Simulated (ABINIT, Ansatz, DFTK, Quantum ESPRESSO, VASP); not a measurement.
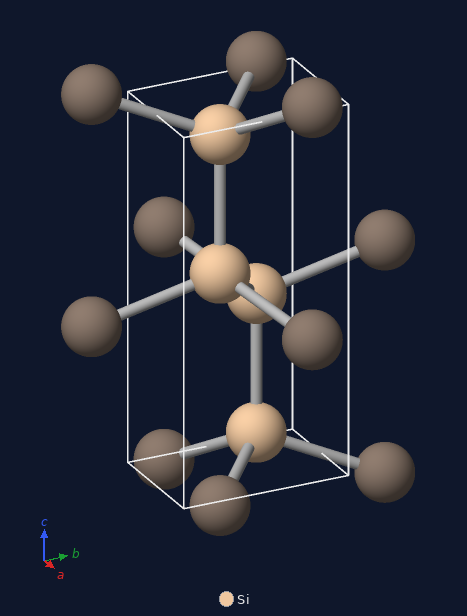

Si, hexagonal diamond (lonsdaleite type), space group P6₃/mmc (No. 194), a = 3.831 Å, b = 3.831 Å, c = 6.333 Å, α = 90.00°, β = 90.00°, γ = 120.00°. Ball-and-stick representation of a periodic structure, projected slightly off an axis. One conventional unit cell is framed, with atoms on its boundary repeated. The first bonded neighbours in the surrounding cells are also shown, in fainter colours. The cell is a structure listed in the Materials Project. This isn't the form of Si at room conditions, which is diamond.

One fixed geometry in five programs or potential sets. Alike in all runs: functional PBE; k mesh 8 × 8 × 4 on the run's cell of 4 atoms; occupations fermi-dirac, width 0.05 eV; no spin polarisation; no spin-orbit coupling.

| program | gap (eV) | pressure (GPa) |
| --- | --- | --- |
| DFTK (PseudoDojo 0.4.1 standard) | 0.42 | 1.4 |
| ABINIT (JTH PAW PBE v2.0) | 0.43 | 1.3 |
| Ansatz (Ansatz PAW soft_1) | 0.42 | 1.4 |
| Quantum ESPRESSO (SSSP 1.3 efficiency) | ? | ? |
| VASP (PBE potentials, release 64 Si) | 0.42 | 1.4 |

**Estimate the row of Quantum ESPRESSO (SSSP 1.3 efficiency).**

A gap of 0.42 eV and a pressure of 1.4 GPa. The other rows span 0.42 to 0.43 eV and 1.3 to 1.4 GPa.

**Is this cell larger or smaller than the equilibrium cell of this functional?**

Smaller: all pressures given are positive (1.3 to 1.4 GPa), so its volume would grow, if only a little in a stiff crystal.

Gaps are the least found on the k-mesh, which can miss the band edges. Plane-wave pressures hold the error of each finite cutoff.
